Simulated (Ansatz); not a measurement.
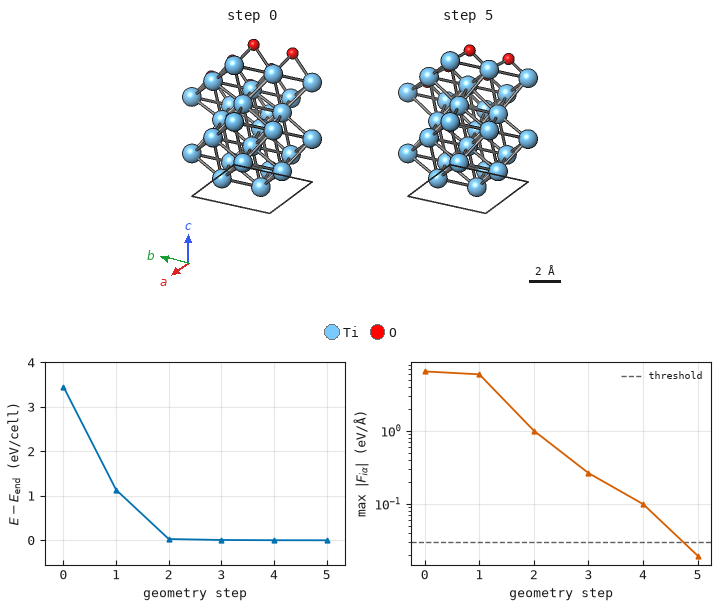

First and last geometry of a constrained relaxation of a slab of composition Ti4O (cut from the Fm-3m phase), with the history of the run. Style: ball-and-stick. Shown: the 2 × 2 repeat of the cell, outlined in the plane, without the vacuum, from a free direction.

Case: O put at a bridge Ti-Ti site. The slab is the (1 0 0) face of Ti with O on it. 2 atoms are held fixed.

Computed with DFT PBEsol, scalar-relativistic, plane waves, PAW in Ansatz 0.2.0.

Input
```yaml
crystal:
  lattice:
    - [2.8679135958, 0.0, 0.0]
    - [0.0, 2.8679135958, 0.0]
    - [0.0, 0.0, 25.0837634544]
  atoms:
    - { symbol: Ti, position: [0.5, 0.5, 0.3388646212] }
    - { symbol: Ti, position: [0.0, 0.0, 0.4197105897] }
    - { symbol: Ti, position: [0.5, 0.5, 0.5045747292] }
    - { symbol: Ti, position: [0.0, 0.0, 0.579220464] }
    - { symbol: O, position: [0.0, 0.5, 0.6493853738] }
basis:
  ecutwfc: 420
kpoints:
  mp_grid: { grid: [10, 10, 1] }
hamiltonian:
  xc: pbesol
scf:
  occupations: { method: gaussian, width: 0.1 }
output:
  forces: true
  eigenvalues: true
relax:
  adjacent_minimum: "off"
  f_tol: 0.03
  max_steps: 70
  constraints: [{ sites: [0, 1] }]
efield:
  axis: 3
  dipole_correction: true
  ramp_width: 0.04
```

Launched with:
```bash
ansatz run input.yaml --threads 1 --pin off --max-ram 2560MiB --backend cpu --events-out ev --progress --plain --runs-dir out
```

**Read the history and describe the run.**

It converged. The atom that moves furthest is O5 (0.40 Å along the normal (−c)). Largest moves by element: O 0.40 Å, Ti 0.31 Å. The cell stays as it was. Some distances before and after: Ti4–O5 2.270 → 1.778 Å, Ti3–Ti4 2.760 → 3.063 Å, Ti2–Ti3 2.940 → 2.859 Å. Among the angles between lasting bonds that change: Ti4–O5–Ti4 78.3° → 107.5°. Over 5 geometry steps the energy falls by 3.454 eV per cell of the calculation. Largest force component: 6.5 eV/Å at the start, 0.02 eV/Å at the end. Cost: 2.6 min on 1 thread of Intel(R) Xeon(R) Platinum 8375C CPU @ 2.90GHz (Ice Lake), on a shared host, peak memory 0.56 GiB.

```tsv
step	E − E(0), meV/atom	largest force component, eV/Å
0	0.00	6.4824
1	-463.74	5.9136
2	-685.09	1.0005
3	-689.40	0.2639
4	-690.48	0.0995
5	-690.72	0.0196
```

Limits of the set-up: the periodic images lie only 2.9 Å apart, so the values are limited by the cell's size.
